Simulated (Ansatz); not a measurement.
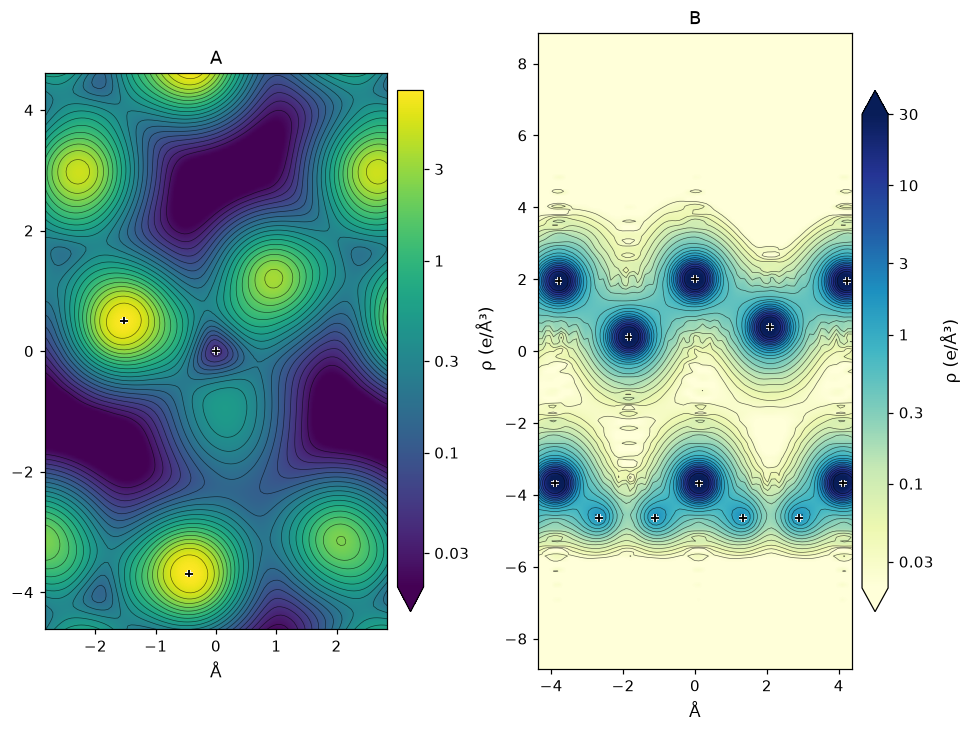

The valence electron density of 2 systems, each on a plane through atoms (crosses mark nuclei in the plane).

All numbers below come from Ansatz 0.2.0, DFT r2SCAN, scalar-relativistic, plane waves, PAW.

System 1: SiO2, the (101̄) plane of the conventional cell. Space group P4₁2₁2; a generated structure, not necessarily the stable one.

```yaml
crystal:
  lattice:
    - [4.98249, 0.00000, 0.00000]
    - [0.00000, 4.98249, 0.00000]
    - [0.00000, 0.00000, 6.92146]
  atoms:
    - { symbol: Si, position: [0.30208, 0.30208, 0.00000] }
    - { symbol: Si, position: [0.19792, 0.80208, 0.25000] }
    - { symbol: Si, position: [0.69792, 0.69792, 0.50000] }
    - { symbol: Si, position: [0.80208, 0.19792, 0.75000] }
    - { symbol: O, position: [0.23832, 0.10851, 0.18107] }
    - { symbol: O, position: [0.39149, 0.73832, 0.43107] }
    - { symbol: O, position: [0.76168, 0.89149, 0.68107] }
    - { symbol: O, position: [0.60851, 0.26168, 0.93107] }
    - { symbol: O, position: [0.73832, 0.39149, 0.56893] }
    - { symbol: O, position: [0.89149, 0.76168, 0.31893] }
    - { symbol: O, position: [0.26168, 0.60851, 0.06893] }
    - { symbol: O, position: [0.10851, 0.23832, 0.81893] }
```

System 2: Ge12H5 (slab), the (100) plane of the calculation cell, a cut from vacuum to vacuum. Not relaxed (largest force 0.7 eV/Å).

```cif
data_structure
_symmetry_space_group_name_H-M 'P 1'
_symmetry_Int_Tables_number 1
_cell_length_a 8.0234
_cell_length_b 8.0234
_cell_length_c 24.5722
_cell_angle_alpha 90.000
_cell_angle_beta 90.000
_cell_angle_gamma 90.000
_cell_volume 1581.83
loop_
_atom_site_label
_atom_site_type_symbol
_atom_site_fract_x
_atom_site_fract_y
_atom_site_fract_z
_atom_site_occupancy
Ge1 Ge 0.00000 0.10573 0.62468 1
Ge2 Ge 0.00000 0.41685 0.62329 1
Ge3 Ge 0.50000 0.13801 0.60944 1
Ge4 Ge 0.50000 0.43489 0.64075 1
Ge5 Ge 0.24576 0.01314 0.57345 1
Ge6 Ge 0.26085 0.48618 0.57586 1
Ge7 Ge 0.75424 0.01314 0.57345 1
Ge8 Ge 0.73915 0.48618 0.57586 1
Ge9 Ge 0.25117 0.25587 0.51021 1
Ge10 Ge 0.25068 0.74732 0.52111 1
Ge11 Ge 0.74883 0.25587 0.51021 1
Ge12 Ge 0.74932 0.74732 0.52111 1
Ge13 Ge 0.00000 0.24745 0.45466 1
Ge14 Ge 0.00000 0.74864 0.46170 1
Ge15 Ge 0.50000 0.25151 0.45433 1
Ge16 Ge 0.50000 0.75233 0.46142 1
Ge17 Ge 0.00000 0.99430 0.40045 1
Ge18 Ge 0.00000 0.50231 0.40055 1
Ge19 Ge 0.50000 0.99743 0.40032 1
Ge20 Ge 0.50000 0.50541 0.40041 1
Ge21 Ge 0.25000 0.00000 0.34431 1
Ge22 Ge 0.25000 0.50000 0.34431 1
Ge23 Ge 0.75000 0.00000 0.34431 1
Ge24 Ge 0.75000 0.50000 0.34431 1
H1 H 0.25000 0.15321 0.30522 1
H2 H 0.25000 0.84679 0.30522 1
H3 H 0.25000 0.65321 0.30522 1
H4 H 0.25000 0.34679 0.30522 1
H5 H 0.75000 0.15321 0.30522 1
H6 H 0.75000 0.84679 0.30522 1
H7 H 0.75000 0.65321 0.30522 1
H8 H 0.75000 0.34679 0.30522 1
H9 H 0.00000 0.03265 0.68248 1
H10 H 0.00000 0.47442 0.68303 1
```

Q: Match each panel to its system.

A: Panel A is system 1, SiO2: the plane holds Si and O. Si–O (1.61 Å): the density is about 1.3 e/Å³ at the midpoint. Panel B is system 2, Ge12H5: the plane holds Ge and H. Ge–H (1.56 Å): the density is about 1 e/Å³ at the midpoint.
